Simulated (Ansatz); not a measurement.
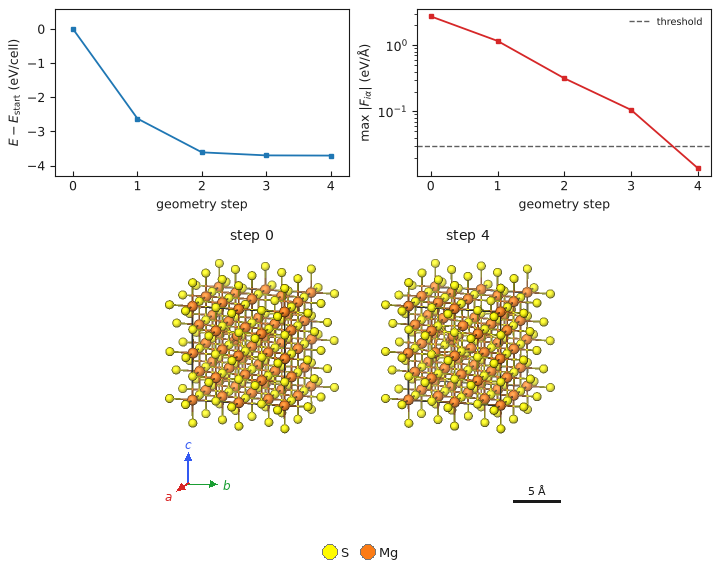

First and last geometry of a relaxation of a defect cell of composition S32Mg33 (cell charge +2), with the history of the run. Style: ball-and-stick. Shown: the cell of the calculation (origin shifted), slightly off an axis.

Computed with DFT, PBEsol, PAW, plane waves in Ansatz. Settings: plane-wave cutoff 420 eV; k-point mesh 1 × 1 × 1; mesh shifted by (0.25, 0.25, 0.25); no spin polarisation; atoms relaxed in a fixed cell; force threshold 0.03 eV/Å; at most 80 steps.

> What do the curves and the structures tell?

It converged. After 4 geometry steps the energy has fallen by 3.708 eV per cell of the calculation. The largest force component goes from 2.7 to 0.014 eV/Å. A Mg atom moves most: 0.47 Å along [−1 1 −1]. By element the largest moves are Mg 0.47 Å, S 0.10 Å. The lattice vectors keep their values. Some distances before and after: Mg–Mg 2.233 → 2.717 Å, Mg–Mg 2.293 → 2.713 Å, Mg–S 2.565 → 2.912 Å, Mg–S 2.586 → 2.912 Å. Bond angles that change, for instance: S–Mg–S 179.6° → 164.0°, S–Mg–S 178.7° → 164.0°, S–Mg–S 178.1° → 164.1°. Cost: 3.5 s on 1 × NVIDIA GB200 with 8 threads of Arm Neoverse-V2, peak memory 1.8 GiB.

```
step  E − E(0), meV/atom  largest force component, eV/Å
   0                0.00                         2.7288
   1              -40.38                         1.1617
   2              -55.59                         0.3168
   3              -56.96                         0.1056
   4              -57.05                         0.0139
```

Limits of the set-up: the cell is charged, on a uniform background, and energies carry no finite-size correction.
